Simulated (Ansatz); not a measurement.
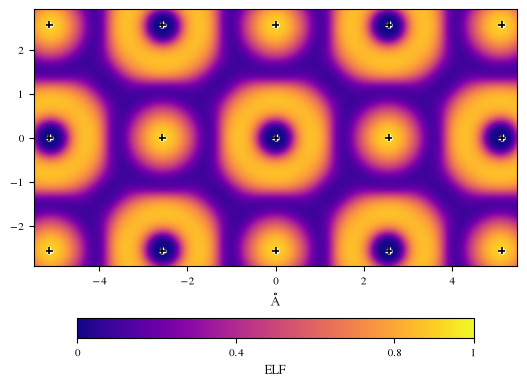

The electron localisation function on a plane through atoms (crosses mark nuclei in the plane).

These are results of Kohn-Sham DFT of a periodic cell, r2SCAN with D3(BJ), Ansatz PAW in Ansatz, not measurements.

Candidates:
A. MnS, a = 5.14 Å, b = 5.14 Å, c = 5.14 Å, α = 90.00°, β = 90.00°, γ = 90.00°. Space group Fm-3m; spin-polarised.
B. Si, a = 5.48 Å, b = 5.48 Å, c = 5.48 Å, α = 90.00°, β = 90.00°, γ = 90.00°. Space group Fd-3m; a structure from a database of computed crystals, not necessarily the ambient phase; computed pressure about −3 GPa in this cell.

**Which system is this?**

Candidate A: MnS on the (100) plane of the conventional cell, which holds Mn and S. Mn–S (2.57 Å): the ELF peaks at about 0.85 in the valence shell of S, 0.8 Å from its nucleus, and is about 0.40 at the midpoint.
